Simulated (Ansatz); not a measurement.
```cif
data_structure
_symmetry_space_group_name_H-M 'P 1'
_symmetry_Int_Tables_number 1
_cell_length_a 5.0355
_cell_length_b 5.0355
_cell_length_c 8.5652
_cell_angle_alpha 90.000
_cell_angle_beta 90.000
_cell_angle_gamma 120.000
_cell_volume 188.09
loop_
_atom_site_label
_atom_site_type_symbol
_atom_site_fract_x
_atom_site_fract_y
_atom_site_fract_z
_atom_site_occupancy
Si1 Si 0.66667 0.33333 0.93704 1
Si2 Si 0.66667 0.33333 0.56296 1
Si3 Si 0.33333 0.66667 0.06296 1
Si4 Si 0.33333 0.66667 0.43704 1
O1 O 0.00000 0.41318 0.00000 1
O2 O 0.41318 0.41318 0.50000 1
O3 O 0.58682 0.00000 0.50000 1
O4 O 0.58682 0.58682 0.00000 1
O5 O 0.00000 0.58682 0.50000 1
O6 O 0.66667 0.33333 0.75000 1
O7 O 0.33333 0.66667 0.25000 1
O8 O 0.41318 0.00000 0.00000 1
```

Space group P6₃22; a structure from a database of computed crystals, not necessarily the ambient phase; started from the database structure prototype, which need not be the ambient phase; computed pressure about −4 GPa in this cell.

Method: Ansatz, DFT, dielectric-dependent PBE0 (fraction 1/eps_inf of PBE), plane waves, PAW.

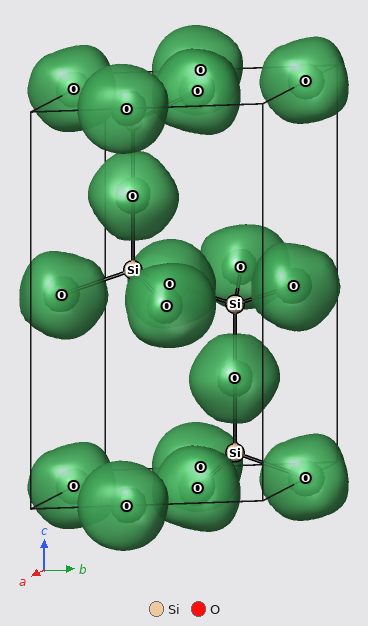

SiO2. Isosurface of the ELF at 0.7 (green), seen at an oblique angle. Core shells and regions of very low density are left out. Sticks mark near contacts.

Question: Where are the electrons localised?

Answer: The ELF exceeds this value in eight regions on O in which the atom's valence shell and bonds are merged, counted in one cell of 12 atoms. Regions shared between cells count once. Along the contacts the grid gives the following. Si–O (1.60 Å): the ELF peaks at about 0.85 between the atoms: a shared but strongly polarised pair.
